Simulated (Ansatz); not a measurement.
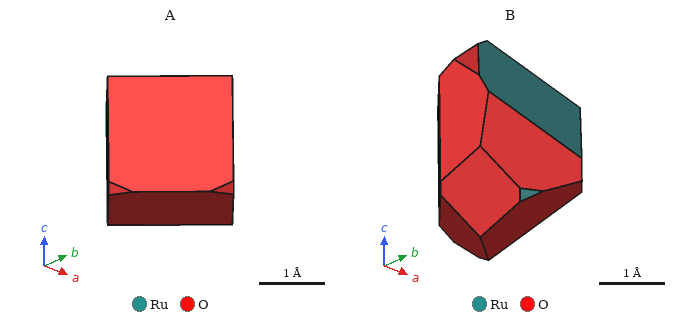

Computed Voronoi cells of the 2 sites of this structure, drawn to one scale and in one orientation; each face has the colour of the neighbour behind it.

RuO2, space group P4_2/mnm (No. 136), a = 4.492 Å, b = 4.492 Å, c = 3.107 Å, α = 90.00°, β = 90.00°, γ = 90.00°

```json
{"site": "Ru", "Wyckoff": "2a", "x": "0.0000", "y": "0.0000", "z": "0.0000"}
{"site": "O", "Wyckoff": "4f", "x": "0.3058", "y": "0.3058", "z": "0.0000"}
```

Origin: a calculation's input that goes back to an entry of the Crystallography Open Database (an earlier step may have relaxed or displaced it).

Which cell belongs to which site?

A is Ru (6 faces above 1 % of the solid angle, 7.8 Å³, facing only O); B is O (14 faces above 1 % of the solid angle, 11.8 Å³, facing O 50 %, Ru 50 %).
